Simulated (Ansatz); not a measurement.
**Run report: Si₁₃C₁₂, geometry relaxation (part 3 of 4)**

The same run, continued: Si₁₃C₁₂ (slab, 25 atoms in the cell); DFT PBE, scalar-relativistic, plane waves, PAW, PAW set soft_1, spin-polarised (Ansatz 0.2.0); cutoff 420 eV, 6×6×1 k-mesh, Gaussian smearing of 0.05 eV, collinear spins. The structure derives from an entry of the Crystallography Open Database. The input holds or restrains some coordinates.

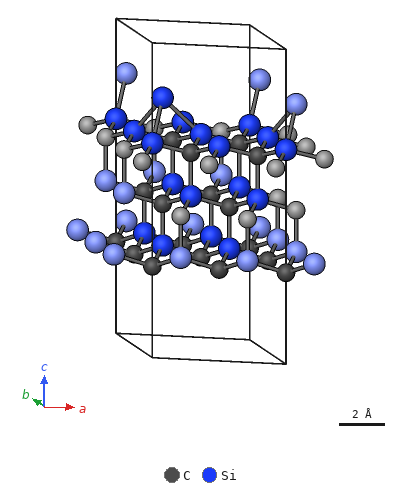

**Figure 1.** The geometry at step 3 of the log (ball-and-stick view of the cell of the calculation, with the vacuum cut short, seen slightly off an axis; neighbours outside the cell are drawn fainter).

## Output, continued
```
--- Forces (eV/Å), atoms counted from 1 ---
  atom   1  C      0.00000000     0.00483310     2.53691378
  atom   2  C      0.00418558    -0.00241655     2.53691378
  atom   3  C      0.00000000    -0.00000000     2.60341711
  atom   4  C     -0.00418558    -0.00241655     2.53691378
  atom   5  Si    -0.00000000     0.00000000    -3.34975689
  atom   6  Si    -0.07441508    -0.04296357    -3.34567957
  atom   7  Si     0.00000000     0.08592713    -3.34567957
  atom   8  Si     0.07441508    -0.04296357    -3.34567957
  atom   9  C      0.00000000    -0.00000000     0.65111490
  atom  10  C     -0.04922145    -0.02841802     0.57419998
  atom  11  C      0.00000000     0.05683603     0.57419998
  atom  12  C      0.04922145    -0.02841802     0.57419998
  atom  13  Si     0.22566643    -0.13028857     0.60303150
  atom  14  Si     0.00000000     0.26057715     0.60303150
  atom  15  Si    -0.22566643    -0.13028857     0.60303150
  atom  16  Si    -0.00000000     0.00000000     0.19346075
  atom  17  C      0.52450806    -0.30282487    -1.82633624
  atom  18  C      0.00000000     0.60564973    -1.82633624
  atom  19  C     -0.52450806    -0.30282487    -1.82633624
  atom  20  C      0.00000000    -0.00000000    -0.03486210
  atom  21  Si     0.00000000     1.01352928     1.46813460
  atom  22  Si     0.87774211    -0.50676464     1.46813460
  atom  23  Si    -0.00000000     0.00000000    -0.09032850
  atom  24  Si    -0.87774211    -0.50676464     1.46813460
  atom  25  Si     0.00000000    -0.00000000    -0.00373494
  max |Σ_I F_I| component: 1.02e-4 eV/Å
--- Band table (eV; the first three rows and the last of 14) ---
  k-point 0 ↑: bands = ["-15.6183", "-14.3435", "-12.4820", "-12.3636", "-12.3497", "-12.3497", "-11.8088", "-11.7800", "-11.7800", "-10.0619", "-10.0313", "-10.0313", "-9.2648", "-8.8450", "-8.8450", "-8.1655", "-8.0485", "-8.0485", "-7.8063", "-6.8731", "-6.7959", "-6.7959", "-5.7679", "-4.2973", "-4.2346", "-4.2346", "-3.7743", "-3.7743", "-3.6909", "-3.5144", "-3.4904", "-3.4904", "-3.3363", "-2.8555", "-2.8555", "-2.7946", "-1.8750", "-1.8750", "-1.3106", "-1.3106", "-1.1526", "-1.1526", "-1.1356", "-0.8179", "-0.7851", "-0.7851", "-0.4064", "-0.1970", "-0.1970", "-0.0613", "0.3276", "0.3276", "1.4833", "1.4833", "1.7187", "2.1325", "2.6127", "3.2191", "3.2191", "3.5282", "3.5282", "4.0197", "4.7592", "4.9252", "4.9732", "4.9732", "5.4130", "5.7240", "5.9844", "6.0238", "6.0238", "6.2168", "6.3700", "6.3700", "6.7286", "6.7286"]
  k-point 1 ↑: bands = ["-15.5008", "-14.2309", "-12.9605", "-12.5364", "-12.4627", "-12.2539", "-11.9941", "-11.7756", "-11.7450", "-10.2008", "-10.0262", "-10.0079", "-9.0240", "-8.6571", "-8.4979", "-8.0348", "-7.9487", "-7.8216", "-7.6376", "-6.6308", "-6.5680", "-6.2633", "-5.7708", "-4.6263", "-4.4476", "-4.4307", "-4.1043", "-4.1036", "-3.6593", "-3.5662", "-3.5037", "-3.4889", "-3.1465", "-3.0825", "-3.0357", "-2.7497", "-2.4602", "-2.0649", "-1.8866", "-1.5855", "-1.5720", "-1.4326", "-1.0668", "-0.8871", "-0.7298", "-0.7004", "-0.3945", "-0.2075", "-0.1540", "-0.1287", "0.2048", "0.2170", "1.5627", "1.8662", "1.8810", "2.3356", "2.9117", "3.4190", "3.5602", "3.8085", "4.0439", "4.3391", "4.9702", "4.9924", "5.1658", "5.2078", "5.6469", "5.7765", "5.9819", "6.1567", "6.2311", "6.2366", "6.4151", "6.5393", "6.5631", "6.8260"]
  k-point 2 ↑: bands = ["-15.1517", "-13.9084", "-13.8087", "-12.7302", "-12.6322", "-12.6298", "-11.9282", "-11.7843", "-11.7379", "-10.7555", "-9.9801", "-9.9620", "-8.5454", "-8.2109", "-7.8182", "-7.6059", "-7.5863", "-7.3476", "-6.7488", "-6.2257", "-6.1569", "-5.9913", "-5.3654", "-5.1307", "-5.0235", "-4.5684", "-4.4157", "-4.3449", "-4.2510", "-4.1591", "-3.8786", "-3.4271", "-3.3995", "-3.1412", "-3.1245", "-3.0841", "-2.8751", "-2.5453", "-2.4825", "-2.3009", "-2.2551", "-1.7562", "-1.4710", "-0.8385", "-0.8129", "-0.6384", "-0.4389", "-0.3373", "-0.1796", "-0.1597", "-0.1091", "0.5861", "1.5112", "2.3433", "2.5662", "2.5970", "3.4488", "3.9810", "4.2027", "4.2927", "4.4261", "4.7831", "5.0074", "5.1869", "5.2851", "5.3804", "5.6743", "5.9188", "6.1918", "6.3570", "6.4995", "6.5507", "6.7829", "6.8932", "6.9161", "7.0526"]
  k-point 6 ↓: bands = ["-14.2467", "-14.2383", "-14.1453", "-13.0113", "-12.9557", "-12.8869", "-11.6301", "-11.3005", "-10.7036", "-10.6843", "-10.6797", "-8.8269", "-8.2335", "-7.8999", "-7.8045", "-6.8675", "-6.8005", "-6.7124", "-5.9251", "-5.7970", "-5.7811", "-5.7599", "-5.6659", "-5.2794", "-4.9975", "-4.9931", "-4.6924", "-4.4035", "-3.9186", "-3.8635", "-3.7394", "-3.7321", "-3.6728", "-3.3904", "-3.2483", "-3.1289", "-3.0614", "-2.8120", "-2.5758", "-2.3956", "-2.3829", "-2.2926", "-1.2004", "-1.1808", "-1.1400", "-0.7544", "-0.2883", "0.5829", "0.9783", "1.1333", "1.1361", "1.1408", "1.5181", "2.7328", "3.2568", "3.3359", "4.2471", "4.3184", "4.5893", "4.6156", "4.7623", "4.9224", "4.9604", "5.2760", "5.7972", "5.8342", "6.2756", "6.4080", "6.4235", "6.5946", "6.8642", "6.8740", "6.9129", "7.2844", "7.3136", "7.3624"]
--- Relaxed structure (5 steps of the walk, 5 accepted, 0 SCFs on fresh bases) ---
  F+E_penalty+E_count = -11267.00914167 eV   max|allowed force component| = 3.735e-3 eV/Å
  atoms:
    - { symbol: C, position: [2.5165055197651935e-18, 1.4802973662665033e-18, 0.18945173329999998] }
    - { symbol: C, position: [2.7755575615628914e-17, 0.5, 0.18945173329999998] }
    - { symbol: C, position: [0.4999999999999999, 1.4802973660645549e-18, 0.18945173329999998] }
    - { symbol: C, position: [0.49999999999999994, 0.49999999999999994, 0.18945173329999998] }
    - { symbol: Si, position: [0.16666666666666669, 0.3333333333333333, 0.21939075269999997] }
    - { symbol: Si, position: [0.16666666666666669, 0.8333333333333333, 0.21939075269999997] }
    - { symbol: Si, position: [0.6666666666666666, 0.33333333333333337, 0.21939075269999997] }
    - { symbol: Si, position: [0.6666666666666667, 0.8333333333333333, 0.21939075269999997] }
    - { symbol: C, position: [0.16666666666666669, 0.3333333333333333, 0.30920781099999994] }
    - { symbol: C, position: [0.16666666666666669, 0.8333333333333333, 0.30920781099999994] }
    - { symbol: C, position: [0.6666666666666666, 0.33333333333333337, 0.30920781099999994] }
    - { symbol: C, position: [0.6666666666666667, 0.8333333333333333, 0.30920781099999994] }
    - { symbol: Si, position: [0.3333333333333332, 0.16666666666666669, 0.33687419709999994] }
    - { symbol: Si, position: [0.33333333333333337, 0.6666666666666666, 0.33687419709999994] }
    - { symbol: Si, position: [0.8333333333333335, 0.16666666666666669, 0.33687419709999994] }
    - { symbol: Si, position: [0.8333333333333333, 0.6666666666666666, 0.33687419709999994] }
    - { symbol: C, position: [0.3333333333333332, 0.16666666666666669, 0.43076372469999996] }
    - { symbol: C, position: [0.33333333333333337, 0.6666666666666666, 0.43076372469999996] }
    - { symbol: C, position: [0.8333333333333335, 0.16666666666666669, 0.43076372469999996] }
    - { symbol: C, position: [0.8333333333333333, 0.6666666666666666, 0.43076372469999996] }
    - { symbol: Si, position: [2.5165055197651935e-18, 1.4802973662665033e-18, 0.45532626689999994] }
    - { symbol: Si, position: [2.7755575615628914e-17, 0.5, 0.45532626689999994] }
    - { symbol: Si, position: [0.4999999999999999, 1.4802973660645549e-18, 0.45532626689999994] }
    - { symbol: Si, position: [0.49999999999999994, 0.49999999999999994, 0.45532626689999994] }
    - { symbol: Si, position: [0.16666666666666669, 0.3333333333333333, 0.5384470089369796] }
--- Löwdin populations: 25 sites ---
  site symbol       q [e]    m [muB]
     0      C      4.6496     0.7798
     1      C      4.6496     0.7798
     2      C      4.6411     0.7953
     3      C      4.6496     0.7798
     4     Si      3.0501    -0.0339
     5     Si      3.0473    -0.0337
     6     Si      3.0473    -0.0337
     7     Si      3.0473    -0.0337
     8      C      4.9238     0.0695
     9      C      4.9187     0.0927
    10      C      4.9187     0.0927
    11      C      4.9187     0.0927
    12     Si      3.0039    -0.0083
    13     Si      3.0039    -0.0083
    14     Si      3.0039    -0.0083
    15     Si      2.9946     0.0118
    16      C      4.8616     0.0034
    17      C      4.8616     0.0034
    18      C      4.8616     0.0034
    19      C      4.8856     0.0165
    20     Si      3.2229     0.0007
    21     Si      3.2229     0.0007
    22     Si      3.2856    -0.3927
    23     Si      3.2229     0.0007
    24     Si      3.9561     0.0225
  spilling = 0.011514 (of n_electrons = 100.000000)
```

## Trajectory as extended XYZ (Å, eV, eV/Å), 5 frames, from step=1 to step=5
```
25
Lattice="6.1935 0.0000 0.0000 -3.0967 5.3637 0.0000 0.0000 0.0000 21.1136" Properties=species:S:1:pos:R:3:forces:R:3 step=1 energy=-11266.37827
C     0.0000    0.0000    4.0000    0.0000  -0.0052   2.5830
C    -1.5484    2.6819    4.0000   -0.0045   0.0026   2.5830
C     3.0967    0.0000    4.0000    0.0000   0.0000   2.6660
C     1.5484    2.6819    4.0000    0.0045   0.0026   2.5830
Si    0.0000    1.7879    4.6321    0.0000   0.0000  -3.4127
Si   -1.5484    4.4698    4.6321   -0.0815  -0.0470  -3.4234
Si    3.0967    1.7879    4.6321    0.0000   0.0941  -3.4234
Si    1.5484    4.4698    4.6321    0.0815  -0.0470  -3.4234
C     0.0000    1.7879    6.5285    0.0000   0.0000   0.6422
C    -1.5484    4.4698    6.5285   -0.0349  -0.0201   0.6896
C     3.0967    1.7879    6.5285    0.0000   0.0403   0.6896
C     1.5484    4.4698    6.5285    0.0349  -0.0201   0.6896
Si    1.5484    0.8940    7.1126    0.1856  -0.1071   0.5489
Si    0.0000    3.5758    7.1126    0.0000   0.2143   0.5489
Si    4.6451    0.8940    7.1126   -0.1856  -0.1071   0.5489
Si    3.0967    3.5758    7.1126    0.0000   0.0000  -0.0248
C     1.5484    0.8940    9.0950    0.5493  -0.3171  -2.2594
C     0.0000    3.5758    9.0950    0.0000   0.6342  -2.2594
C     4.6451    0.8940    9.0950   -0.5493  -0.3171  -2.2594
C     3.0967    3.5758    9.0950    0.0000   0.0000   0.2482
Si    0.0000    0.0000    9.6136    0.0000  -0.2325   0.4797
Si   -1.5484    2.6819    9.6136   -0.2013   0.1162   0.4797
Si    3.0967    0.0000    9.6136    0.0000   0.0000   0.2528
Si    1.5484    2.6819    9.6136    0.2013   0.1162   0.4797
Si    0.0000    1.7879   11.0079    0.0000   0.0000   3.7732
25
Lattice="6.1935 0.0000 0.0000 -3.0967 5.3637 0.0000 0.0000 0.0000 21.1136" Properties=species:S:1:pos:R:3:forces:R:3 step=2 energy=-11266.85564
C     0.0000    0.0000    4.0000    0.0000  -0.0005   2.5566
C    -1.5484    2.6819    4.0000   -0.0004   0.0002   2.5566
C     3.0967    0.0000    4.0000    0.0000   0.0000   2.6332
C     1.5484    2.6819    4.0000    0.0004   0.0002   2.5566
Si    0.0000    1.7879    4.6321    0.0000   0.0000  -3.3777
Si   -1.5484    4.4698    4.6321   -0.0792  -0.0457  -3.3860
Si    3.0967    1.7879    4.6321    0.0000   0.0915  -3.3860
Si    1.5484    4.4698    4.6321    0.0792  -0.0457  -3.3860
C     0.0000    1.7879    6.5285    0.0000   0.0000   0.6421
C    -1.5484    4.4698    6.5285   -0.0438  -0.0253   0.6388
C     3.0967    1.7879    6.5285    0.0000   0.0506   0.6388
C     1.5484    4.4698    6.5285    0.0438  -0.0253   0.6388
Si    1.5484    0.8940    7.1126    0.2043  -0.1180   0.5766
Si    0.0000    3.5758    7.1126    0.0000   0.2360   0.5766
Si    4.6451    0.8940    7.1126   -0.2043  -0.1180   0.5766
Si    3.0967    3.5758    7.1126    0.0000   0.0000   0.0712
C     1.5484    0.8940    9.0950    0.5465  -0.3155  -2.0332
C     0.0000    3.5758    9.0950    0.0000   0.6311  -2.0332
C     4.6451    0.8940    9.0950   -0.5465  -0.3155  -2.0332
C     3.0967    3.5758    9.0950    0.0000   0.0000   0.1432
Si    0.0000    0.0000    9.6136    0.0000   0.5636   1.0051
Si   -1.5484    2.6819    9.6136    0.4881  -0.2818   1.0051
Si    3.0967    0.0000    9.6136    0.0000   0.0000   0.0802
Si    1.5484    2.6819    9.6136   -0.4881  -0.2818   1.0051
Si    0.0000    1.7879   11.1833    0.0000   0.0000   1.7341
25
Lattice="6.1935 0.0000 0.0000 -3.0967 5.3637 0.0000 0.0000 0.0000 21.1136" Properties=species:S:1:pos:R:3:forces:R:3 step=3 energy=-11267.00903
C     0.0000    0.0000    4.0000    0.0000   0.0049   2.5371
C    -1.5484    2.6819    4.0000    0.0042  -0.0024   2.5371
C     3.0967    0.0000    4.0000    0.0000   0.0000   2.6038
C     1.5484    2.6819    4.0000   -0.0042  -0.0024   2.5371
Si    0.0000    1.7879    4.6321    0.0000   0.0000  -3.3499
Si   -1.5484    4.4698    4.6321   -0.0741  -0.0428  -3.3465
Si    3.0967    1.7879    4.6321    0.0000   0.0856  -3.3465
Si    1.5484    4.4698    4.6321    0.0741  -0.0428  -3.3465
C     0.0000    1.7879    6.5285    0.0000   0.0000   0.6502
C    -1.5484    4.4698    6.5285   -0.0488  -0.0282   0.5753
C     3.0967    1.7879    6.5285    0.0000   0.0564   0.5753
C     1.5484    4.4698    6.5285    0.0488  -0.0282   0.5753
Si    1.5484    0.8940    7.1126    0.2255  -0.1302   0.6014
Si    0.0000    3.5758    7.1126    0.0000   0.2604   0.6014
Si    4.6451    0.8940    7.1126   -0.2255  -0.1302   0.6014
Si    3.0967    3.5758    7.1126    0.0000   0.0000   0.1901
C     1.5484    0.8940    9.0950    0.5254  -0.3034  -1.8294
C     0.0000    3.5758    9.0950    0.0000   0.6067  -1.8294
C     4.6451    0.8940    9.0950   -0.5254  -0.3034  -1.8294
C     3.0967    3.5758    9.0950    0.0000   0.0000  -0.0295
Si    0.0000    0.0000    9.6136    0.0000   1.0066   1.4583
Si   -1.5484    2.6819    9.6136    0.8717  -0.5033   1.4583
Si    3.0967    0.0000    9.6136    0.0000   0.0000  -0.0869
Si    1.5484    2.6819    9.6136   -0.8717  -0.5033   1.4583
Si    0.0000    1.7879   11.3636    0.0000   0.0000   0.0338
25
Lattice="6.1935 0.0000 0.0000 -3.0967 5.3637 0.0000 0.0000 0.0000 21.1136" Properties=species:S:1:pos:R:3:forces:R:3 step=4 energy=-11267.00906
C     0.0000    0.0000    4.0000    0.0000   0.0047   2.5373
C    -1.5484    2.6819    4.0000    0.0041  -0.0024   2.5373
C     3.0967    0.0000    4.0000    0.0000   0.0000   2.6041
C     1.5484    2.6819    4.0000   -0.0041  -0.0024   2.5373
Si    0.0000    1.7879    4.6321    0.0000   0.0000  -3.3503
Si   -1.5484    4.4698    4.6321   -0.0746  -0.0430  -3.3467
Si    3.0967    1.7879    4.6321    0.0000   0.0861  -3.3467
Si    1.5484    4.4698    4.6321    0.0746  -0.0430  -3.3467
C     0.0000    1.7879    6.5285    0.0000   0.0000   0.6508
C    -1.5484    4.4698    6.5285   -0.0492  -0.0284   0.5759
C     3.0967    1.7879    6.5285    0.0000   0.0568   0.5759
C     1.5484    4.4698    6.5285    0.0492  -0.0284   0.5759
Si    1.5484    0.8940    7.1126    0.2251  -0.1300   0.6025
Si    0.0000    3.5758    7.1126    0.0000   0.2599   0.6025
Si    4.6451    0.8940    7.1126   -0.2251  -0.1300   0.6025
Si    3.0967    3.5758    7.1126    0.0000   0.0000   0.1901
C     1.5484    0.8940    9.0950    0.5252  -0.3032  -1.8316
C     0.0000    3.5758    9.0950    0.0000   0.6065  -1.8316
C     4.6451    0.8940    9.0950   -0.5252  -0.3032  -1.8316
C     3.0967    3.5758    9.0950    0.0000   0.0000  -0.0295
Si    0.0000    0.0000    9.6136    0.0000   1.0057   1.4572
Si   -1.5484    2.6819    9.6136    0.8710  -0.5029   1.4572
Si    3.0967    0.0000    9.6136    0.0000   0.0000  -0.0859
Si    1.5484    2.6819    9.6136   -0.8710  -0.5029   1.4572
Si    0.0000    1.7879   11.3636    0.0000   0.0000   0.0370
25
Lattice="6.1935 0.0000 0.0000 -3.0967 5.3637 0.0000 0.0000 0.0000 21.1136" Properties=species:S:1:pos:R:3:forces:R:3 step=5 energy=-11267.00914
C     0.0000    0.0000    4.0000    0.0000   0.0048   2.5369
C    -1.5484    2.6819    4.0000    0.0042  -0.0024   2.5369
C     3.0967    0.0000    4.0000    0.0000   0.0000   2.6034
C     1.5484    2.6819    4.0000   -0.0042  -0.0024   2.5369
Si    0.0000    1.7879    4.6321    0.0000   0.0000  -3.3498
Si   -1.5484    4.4698    4.6321   -0.0744  -0.0430  -3.3457
Si    3.0967    1.7879    4.6321    0.0000   0.0859  -3.3457
Si    1.5484    4.4698    4.6321    0.0744  -0.0430  -3.3457
C     0.0000    1.7879    6.5285    0.0000   0.0000   0.6511
C    -1.5484    4.4698    6.5285   -0.0492  -0.0284   0.5742
C     3.0967    1.7879    6.5285    0.0000   0.0568   0.5742
C     1.5484    4.4698    6.5285    0.0492  -0.0284   0.5742
Si    1.5484    0.8940    7.1126    0.2257  -0.1303   0.6030
Si    0.0000    3.5758    7.1126    0.0000   0.2606   0.6030
Si    4.6451    0.8940    7.1126   -0.2257  -0.1303   0.6030
Si    3.0967    3.5758    7.1126    0.0000   0.0000   0.1935
C     1.5484    0.8940    9.0950    0.5245  -0.3028  -1.8263
C     0.0000    3.5758    9.0950    0.0000   0.6057  -1.8263
C     4.6451    0.8940    9.0950   -0.5245  -0.3028  -1.8263
C     3.0967    3.5758    9.0950    0.0000   0.0000  -0.0349
Si    0.0000    0.0000    9.6136    0.0000   1.0135   1.4681
Si   -1.5484    2.6819    9.6136    0.8777  -0.5068   1.4681
Si    3.0967    0.0000    9.6136    0.0000   0.0000  -0.0903
Si    1.5484    2.6819    9.6136   -0.8777  -0.5068   1.4681
Si    0.0000    1.7879   11.3685    0.0000   0.0000  -0.0037
```

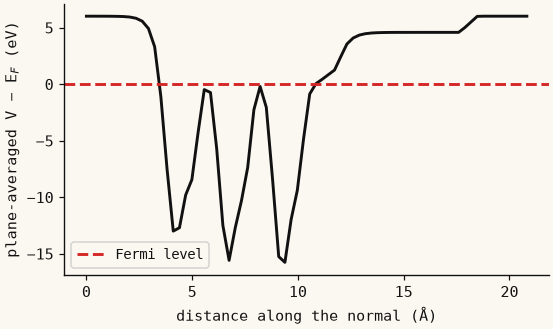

**Figure 2.** Plane average of the electrostatic potential energy of an electron across the cell, from the Fermi level. The vacuum level lies 4.58 eV above the Fermi level on the upper side and 6.01 eV on the lower.

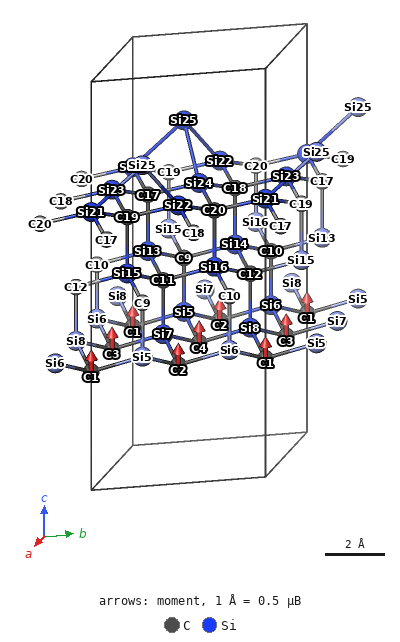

**Figure 3.** Magnetic moments of the sites as red arrows (ball-and-stick view of the cell of the calculation, with the vacuum cut short, seen slightly off an axis; neighbours outside the cell are drawn fainter; atoms are numbered from 1 in the order of the input); small moments hardly show. The run is collinear, so the axis drawn is arbitrary. Site moments: C1, C2, C3, C4 (0.40 μB); Si23 (−0.06 μB); C10, C11, C12 (0.06 μB). They are counted near the atoms and needn't add up to the moment of the cell.
